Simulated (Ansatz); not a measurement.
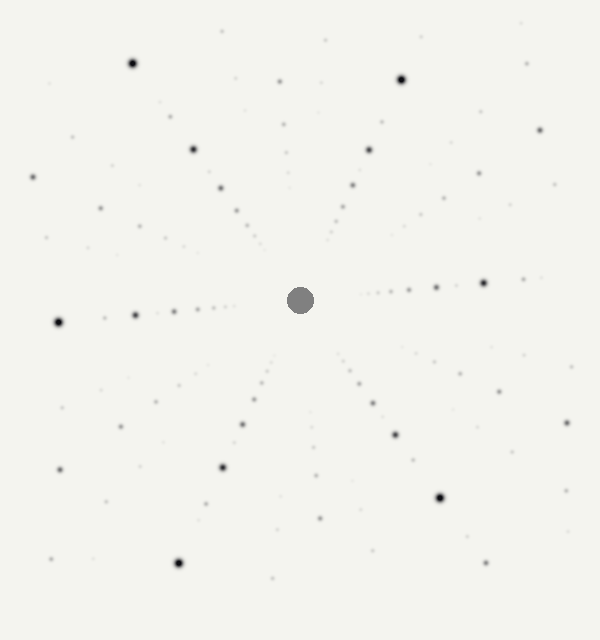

Simulated back-reflection Laue pattern (white X-rays, 0.45 to 2.2 Å, flat plate covering ±45° about the beam, kinematic intensities, seen from the source).

### Which symmetry elements lie along the beam?

3m: a threefold axis with three mirror lines.

The crystal is Re, space group Fm-3m (No. 225), a = 3.925 Å. Structure: the end point of a relaxation with Ansatz, DFT, revPBE, plane waves (420 eV) with PAW, scalar-relativistic; the starting structure was generated, so it need not be a known form of this composition.

### Which direction points towards the source?

[111] or one equivalent to it by a rotation of the Laue group. In Laue class m-3m no other family of directions with a member of indices 0 and ±1 has this symmetry.
